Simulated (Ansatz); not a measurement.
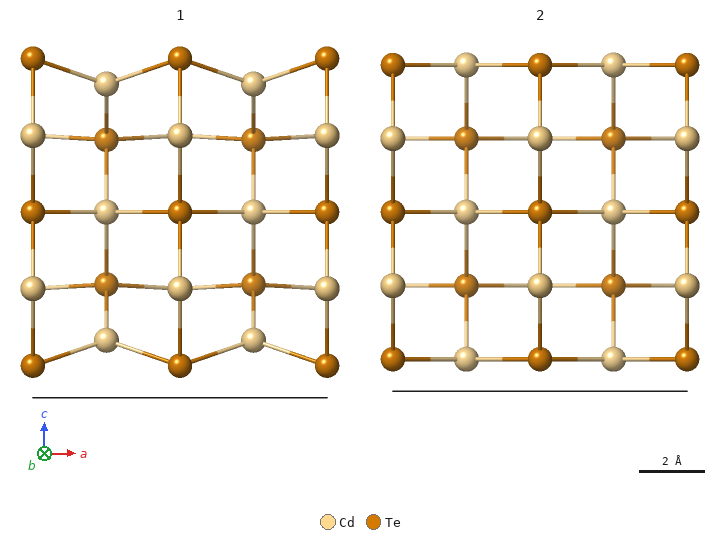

Two geometries of a slab of composition CdTe (cut from the F-43m phase), drawn at one scale. One is the start of a relaxation, the other its converged end. Style: ball-and-stick. Shown: the 2 × 1 repeat of the cell, outlined in the plane, without the vacuum, along the b axis.

Computed with Ansatz, DFT PBEsol, scalar-relativistic, plane waves, PAW. Set-up: plane-wave cutoff 420 eV; k-point mesh 6 × 4 × 1; occupations gaussian; smearing width 0.05 eV; no spin polarisation; dipole correction; atoms relaxed in a fixed cell; force threshold 0.02 eV/Å; at most 60 steps.

> Which geometry has the lower energy?

Structure 1 is the relaxed one. Case: (1 1 0) slab, atoms relaxed. The slab is the (1 1 0) face of CdTe. Over 4 accepted moves (5 points after the start) the energy falls by 0.906 eV per cell of the calculation. The largest force component goes from 0.75 to 0.016 eV/Å. 1 step only repeated the SCF at the same geometry. The largest moves relative to the layer's centre, 0.69 Å, are those of Cd atoms. By element the largest moves are Cd 0.69 Å, Te 0.21 Å. The cell stays as it was. Some distances before and after: Cd–Te 2.810 → 2.755 Å, Cd–Te 2.810 → 2.842 Å, Cd–Te 2.810 → 2.786 Å, Cd–Te 2.810 → 2.820 Å. Among the angles between lasting bonds that change: Cd–Te–Cd 109.5° → 89.5°, Cd–Te–Cd 109.5° → 92.8°, Te–Cd–Te 109.5° → 123.3°. The run took about 8 core-minutes on a shared host.
